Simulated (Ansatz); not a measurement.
Consider CuO.

The calculation's input:

```
crystal:
  lattice:
    - [2.8795009639, 0.0, 0.0]
    - [0.039072758, 2.8792794796, 0.0]
    - [0.0174953863, 0.0172449008, 5.1763391994]
  atoms:
    - { symbol: Cu, position: [0.5, 0.0, 0.5] }
    - { symbol: Cu, position: [0.0, 0.5, 0.0] }
    - { symbol: O, position: [0.00157603, 0.99832822, 0.2501129] }
    - { symbol: O, position: [0.99842397, 0.00167178, 0.7498871] }
basis:
  ecutwfc: 500
kpoints:
  mp_grid: { grid: [14, 14, 8] }
hamiltonian:
  xc: r2scan
scf:
  occupations: { method: gaussian, width: 0.1 }
output:
  forces: true
  stress: true
  eigenvalues: true
  write_density: true
  write_potential: true
  elf: true
  volumetric_format: npy
relax:
  adjacent_minimum: "off"
  f_tol: 0.01
  max_steps: 60
  cell: { stress_tol: 0.05 }
```

Command:

```sh
ansatz run input.yaml --threads 1 --pin off --max-ram 2560MiB --backend cpu --events-out ev --progress --plain --runs-dir out
```

Below, planes, directions and counts refer to the conventional cell (a = 2.89 Å, b = 2.89 Å, c = 5.13 Å, α = 89.99°, β = 89.99°, γ = 89.97°).

The fields are those of the run's last geometry, not of the input's.

Space group P4₂/mmc; a structure from a database of computed crystals, not necessarily the ambient phase; computed without spin polarisation.

The calculation used DFT r2SCAN, scalar-relativistic, plane waves, PAW (Ansatz).

**What can the converged valence pseudo-density and electron localisation function tell about the bonding?**

Cu–O (1.93 Å): the density is about 0.67 e/Å³ at the midpoint; the ELF peaks at about 0.85 in the valence shell of O, 0.6 Å from its nucleus, and is about 0.20 at the midpoint; no localised pair shows between them.

**Does the calculation make it a metal, or give it a gap?**

It is gapless in this calculation (a metal or semimetal); semilocal functionals without U, or without the true magnetic order, often close the gap of such compounds.

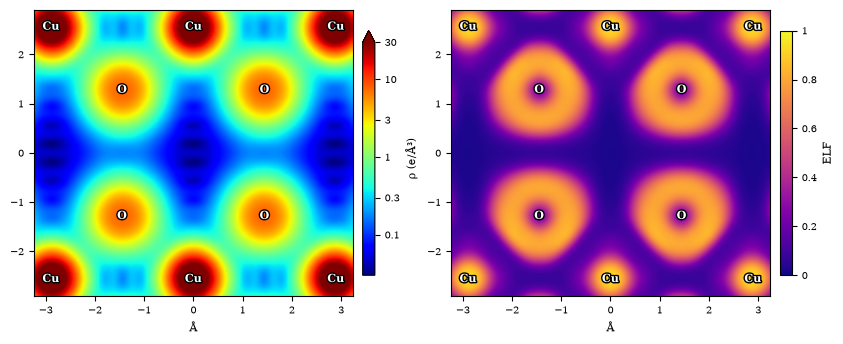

Computed valence pseudo-density and electron localisation function on the (010) plane of the conventional cell, in this order. 

In a PAW calculation such maps are meaningful between the atoms, not at the nuclei.
